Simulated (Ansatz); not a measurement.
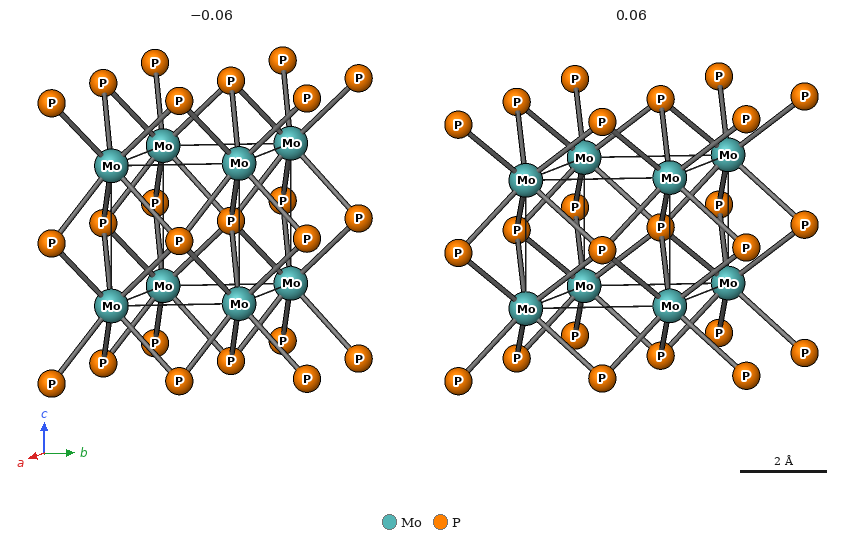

Solid MoP (set up in P-6m2), under biaxial strain in the a–b plane (c relaxed, atoms fixed by symmetry), with energies (extrapolated to zero smearing) counted from the relaxed crystal, which is the row at zero. The picture shows the first and the last member. A ball-and-stick model of the cell of the calculation, seen slightly off an axis.

Computed with Ansatz 0.2.0: DFT PBEsol, scalar-relativistic, plane waves, PAW. (plane-wave cutoff 420 eV; k-point mesh 18 × 18 × 16; occupations gaussian; smearing width 0.1 eV; no spin polarisation; force threshold 0.008 eV/Å)

| strain | energy (meV/atom) | a (Å) | c (Å) |
| --- | --- | --- | --- |
| −0.06 | 134.47 | 3.014 | 3.339 |
| −0.04 | ? | ? | ? |
| −0.02 | 14.05 | 3.142 | 3.217 |
| 0.0 | 0.00 | 3.206 | 3.174 |
| 0.02 | 13.27 | 3.270 | 3.134 |
| 0.04 | 50.52 | 3.334 | 3.095 |
| 0.06 | 107.88 | 3.399 | 3.055 |

Fill in the missing row.

Answer. A parabola through three neighbouring rows (−0.06, −0.02, 0.0) gives, with Lagrange weights, (0.3333)(134.47) + (1.0000)(14.05) + (−0.3333)(0.00) = 58.87 meV/atom. The calculation gives 59.13 meV/atom (a = 3.078 Å, c = 3.264 Å). The estimate is 0.26 meV/atom too low. From the first member to the last: Mo–Mo 3.014 → 3.399 Å, Mo–Mo 3.339 → 3.055 Å, Mo–P 2.411 → 2.487 Å.

The whole series:

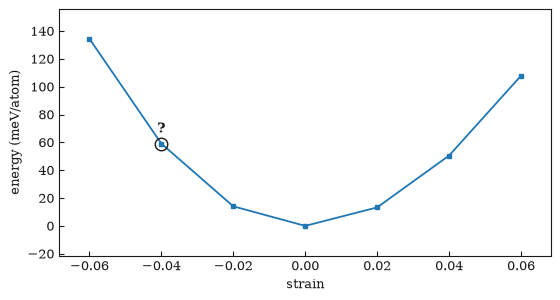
